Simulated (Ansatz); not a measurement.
The compound is Se (space group Fd-3m, No. 227), taken as the geometry relaxed with DFT, BLYP, plane waves (420 eV) with PAW, scalar-relativistic in Ansatz 0.2.0; the starting structure was generated, so it need not be a known form of this composition.

```
Se
1.0
     6.49294    0.00000    0.00000
     0.00000    6.49294    0.00000
     0.00000    0.00000    6.49294
Se
8
Direct
  0.75000 0.75000 0.75000
  0.00000 0.50000 0.00000
  0.75000 0.25000 0.25000
  0.00000 0.00000 0.50000
  0.25000 0.75000 0.25000
  0.50000 0.50000 0.50000
  0.25000 0.25000 0.75000
  0.50000 0.00000 0.00000
```

Bonds are taken as Se–Se below 3.2 Å; no other contact counts. The graph is simplified in the usual way: terminal and isolated atoms are pruned, two-connected atoms become edges.

Derive the underlying net.

The result is a uninodal 4-connected, three-periodic net: Se is a 4-connected node. It is the dia net, known from diamond, zinc blende and cristobalite. It is a single net, without interpenetration.

```csv
node,links,point symbol,coordination sequence
Se,4,6⁶,4 12 24 42 64 92 124 162 204 252
```

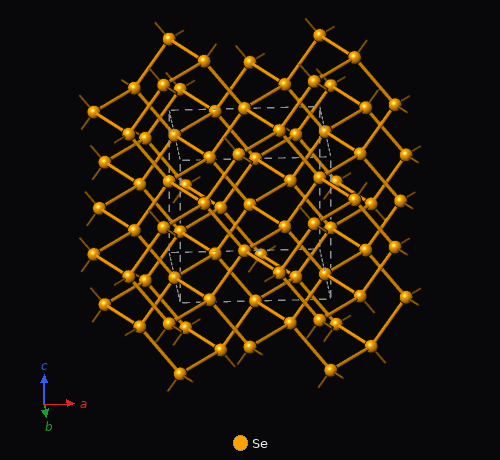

Nodes are coloured by element. Edges to nodes outside the piece are drawn as stubs.
